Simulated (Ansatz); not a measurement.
# TiC: what the fields show

```
Ti C
1.0
     2.16400    2.16400    0.00000
     2.16400   -2.16400    0.00000
     0.00000    0.00000   -4.32800
Ti C
2 2
Cartesian
  2.1640 0.0000 -2.3640
  0.0000 0.0000 -0.2000
  0.0000 0.0000 -2.1640
  2.1640 0.0000 0.0000
```

Space group I4mm; changed on purpose from its base cell (atom 1 (Ti) moved by (+0.000, -0.200) A along [1 1 0] and z); not relaxed (largest force 2.0 eV/Å); computed pressure about 6 GPa in this cell; computed without spin polarisation.

Theory: DFT PBE, scalar-relativistic, plane waves, PAW in Ansatz 0.2.0.

Core electrons are frozen (PAW), and the valence fields are smoothed inside the atomic spheres.

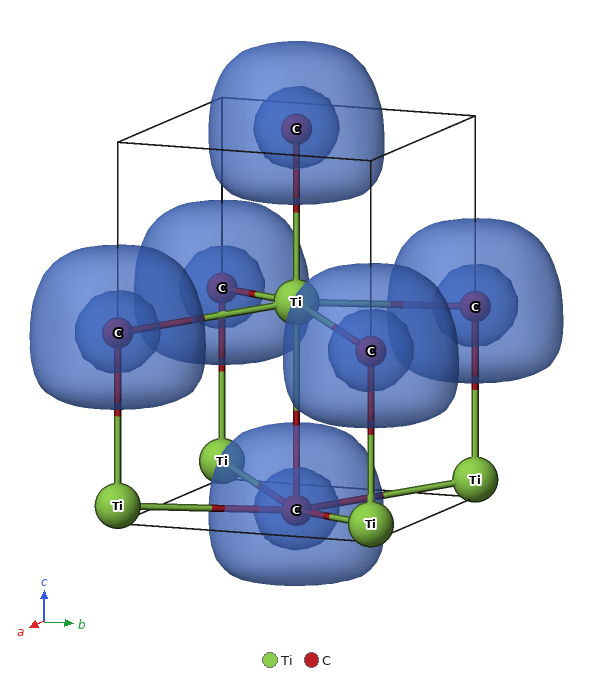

Figure 1. Isosurface of the electron localisation function at 0.65 (blue), seen slightly off an axis. Core shells and regions of very low density are left out. Sticks mark near contacts.

Question: Where are the electrons localised?

Answer: The surface consists of two regions wrapped around C (the valence shell of each), counted in one cell of 4 atoms. Any copies at cell faces, edges or corners count once. Profiles from the grid: Ti–C (1.96 Å): the ELF peaks at about 0.80 in the valence shell of C, 0.6 Å from its nucleus, and is about 0.30 at the midpoint. Ti–C (2.17 Å): the ELF peaks at about 0.80 in the valence shell of C, 0.7 Å from its nucleus, and is about 0.30 at the midpoint.

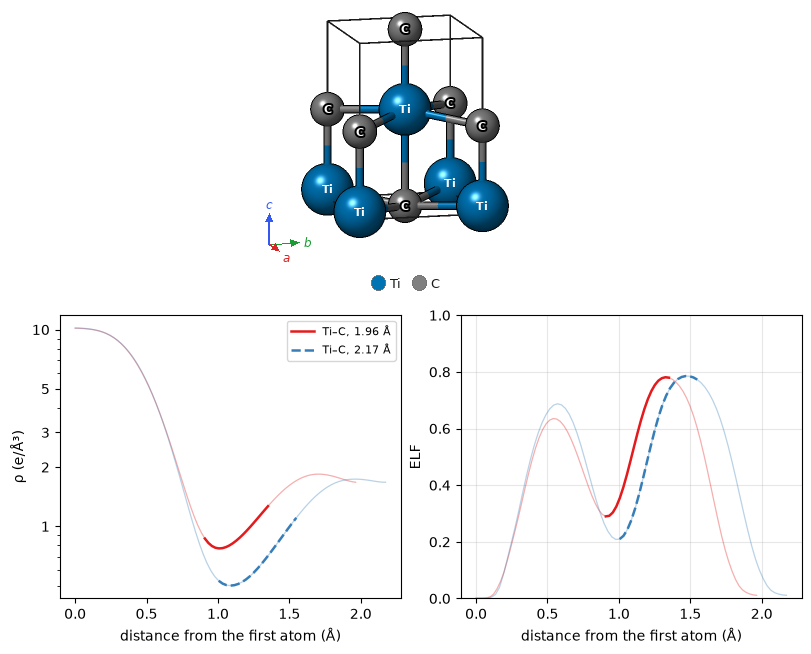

Figure 2. Valence electron density and electron localisation function along straight lines between neighbouring atoms. Thin, pale parts lie inside the atomic spheres. The structure is drawn too.

Question: What can be read from the curves?

Answer: Ti–C (1.96 Å): ρ is about 0.78 e/Å³ halfway; the ELF peaks at about 0.80 in the valence shell of C, 0.6 Å from its nucleus, and is about 0.30 at the midpoint.
Ti–C (2.17 Å): ρ is about 0.5 e/Å³ halfway; the ELF peaks at about 0.80 in the valence shell of C, 0.7 Å from its nucleus, and is about 0.30 at the midpoint.

Question: Does the calculation make it a metal, or give it a gap?

Answer: It is gapless in this calculation (a metal or semimetal).
